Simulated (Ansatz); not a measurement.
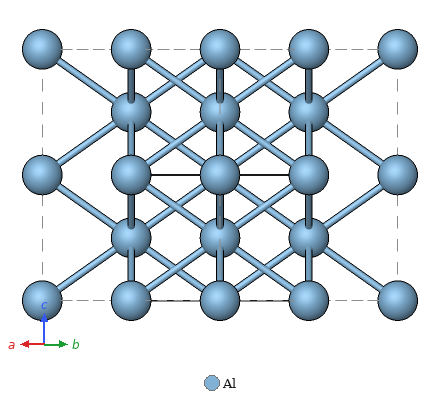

The structure, seen along [110]; the drawing may span several cells.

Given this structure, coordinates from a relaxation with DFT, BLYP, plane waves (420 eV) with PAW, scalar-relativistic (Ansatz 0.2.0); the starting structure was generated, so it need not be a known form of this composition, written in its standard cell:

```xyz
2
Lattice="3.3135 0.0000 0.0000 0.0000 3.3135 0.0000 0.0000 0.0000 3.3135" Properties=species:S:1:pos:R:3 pbc="T T T"
Al    0.0000    0.0000    0.0000
Al    1.6567    1.6567    1.6567
```

Predict the [110] zone-axis pattern (200 kV, kinematic, B = 0.8 Å²).

The spots form a rectangular net whose two shortest vectors correspond to d = 2.34 Å and 1.66 Å, 90.0° apart. They are 1 -1 0 and 0 0 2. The pattern has symmetry 2mm. The lattice centring (I) removes all reflections that break h + k + l = 2n.

Strongest reflections with d > 0.80 Å, one of each family (|F|² from tabulated Gaussian fits of the electron scattering factors, times a small damping for the curvature of the Ewald sphere):

```
   hkl  d (Å)  I (strongest = 100)
1 -1 0  2.343                  100
 0 0 2  1.657                   37
1 -1 2  1.353                   20
2 -2 0  1.171                   13
2 -2 2  0.957                    7
 0 0 4  0.828                    4
```

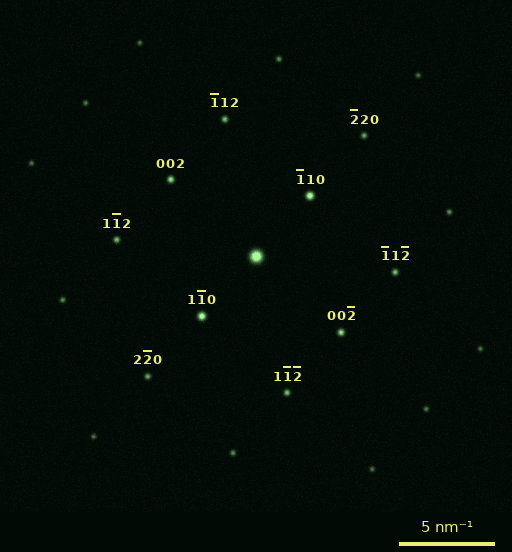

Calculated pattern, seen from the source side with [110] pointing towards the source.
